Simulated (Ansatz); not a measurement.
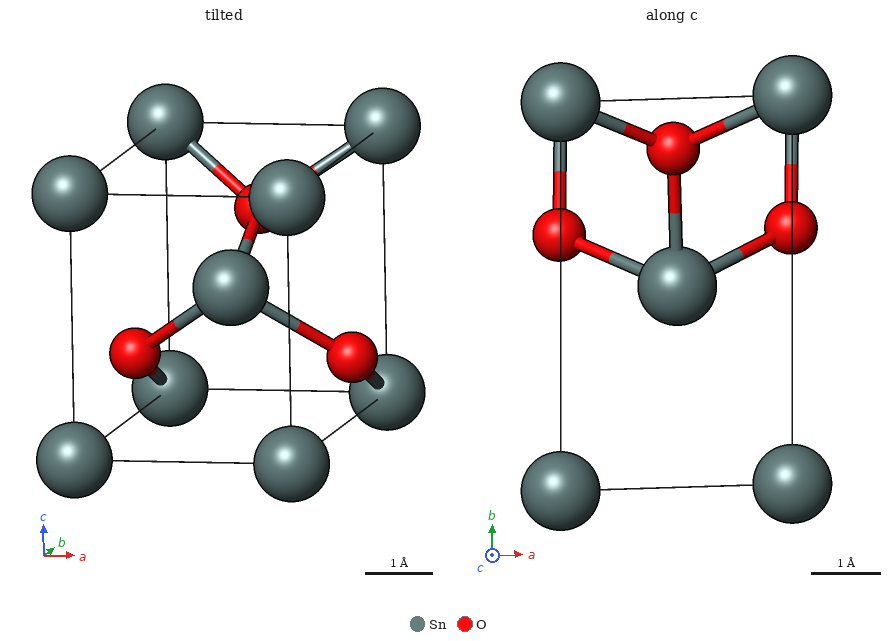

We look at a ball-and-stick model of the crystal slightly off an axis and along the c axis. The unit cell is drawn as a box.

SnO, a = 3.37 Å, b = 5.67 Å, c = 4.17 Å, α = 93.80°, β = 88.53°, γ = 88.33°.

The calculation used DFT r2SCAN, scalar-relativistic, plane waves, PAW in Ansatz 0.2.0, with 500 eV cutoff, k-points on an 8×6×6 grid, Gaussian smearing of 0.05 eV, no spin polarisation.

### What is the band gap, if any?

A semiconductor at this level, with a gap of 1.46 eV on the k-mesh (the true edges may lie between mesh points, so the gap can be somewhat smaller).

### Under what pressure is the structure?

The computed pressure is -5.1 GPa (stretched: it would shrink).

The model was built from a structure listed in the Materials Project. The cell was then strained or its atoms displaced on purpose. Ansatz was used for an electronic-structure calculation on it.

At this level of theory the cell isn't at rest (stretched, at -5 GPa and forces up to 1.5 eV/Å), so its distances can differ from those at equilibrium, the more so the softer the solid.
